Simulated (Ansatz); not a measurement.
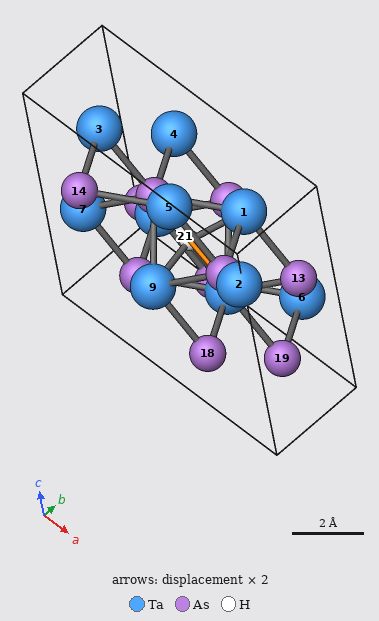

This is a relaxation of a defect cell of composition Ta10As10H. The starting structure is drawn; orange arrows show the displacements, 2 times their true length.

A ball-and-stick model of the cell of the calculation (origin shifted), seen slightly off an axis.

Case: H interstitial, charge +0, atoms relaxed at the host's cell.

The calculation used DFT PBEsol, scalar-relativistic, plane waves, PAW in Ansatz. Set-up: plane-wave cutoff 420 eV; k-point mesh 5 × 5 × 5; occupations gaussian; smearing width 0.1 eV; no spin polarisation; atoms relaxed in a fixed cell; force threshold 0.025 eV/Å; at most 45 steps.

Describe the change and its energy.

Answer. The largest move is that of the H atom, 0.87 Å along [2 −1 0]. By element the largest moves are H 0.87 Å, As 0.07 Å, Ta 0.05 Å. The cell stays as it was. Near-neighbour distances that change, for instance: As–H 2.047 → 2.631 Å, H–Ta 2.252 → 1.981 Å, H–Ta 2.157 → 1.981 Å, H–Ta 2.073 → 1.924 Å. Among the angles between lasting bonds that change: Ta–H–Ta 102.1° → 119.8°, Ta–H–Ta 105.4° → 119.8°. After 5 accepted moves (6 points after the start) the energy has fallen by 0.800 eV per cell of the calculation. The largest force component goes from 1.8 to 0.0086 eV/Å. 1 step only repeated the SCF at the same geometry. Cost: 9.3 min on 4 threads of Intel(R) Xeon(R) Platinum 8488C (Sapphire Rapids) (shared host), peak memory 3.2 GiB.

Limits of the set-up: the periodic images lie only 7.7 Å apart, so the values are limited by the cell's size.
